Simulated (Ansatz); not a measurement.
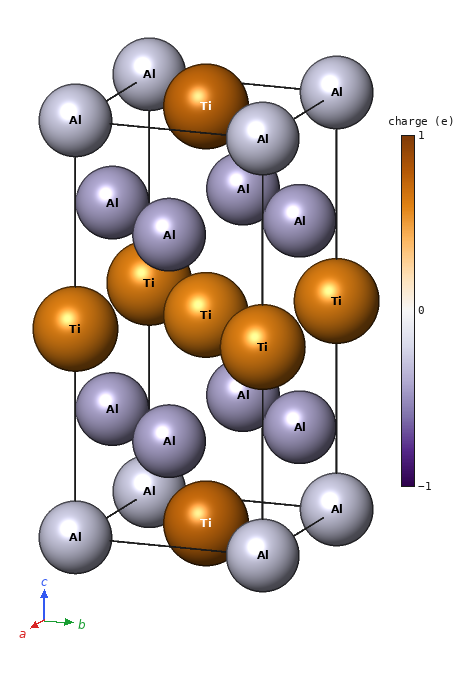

The figure gives a spheres-only picture of the atoms, viewed slightly off an axis. The frame is the simulation cell; atoms at its boundary are shown with their periodic copies. The atoms of this Ti3Al5 cell are coloured by their Bader charge.

Method used: DFT PBEsol, scalar-relativistic, plane waves, PAW in Ansatz. It ran with an energy cutoff of 420 eV, a 10×10×4 mesh of k-points, Gaussian smearing of 0.1 eV, no spin polarisation.

**Describe the charge distribution among the elements.**

Most positive: Ti; most negative: Al. Charges: about Ti +0.6 to +0.7 e; Al -0.4 to -0.3 e.

The model was built from a structure listed in the Materials Project. Earlier steps of the study, as a rule a relaxation of our own, may have changed the cell and positions, so they can lie some per cent off the listed ones. It was the input of a calculation with Ansatz.
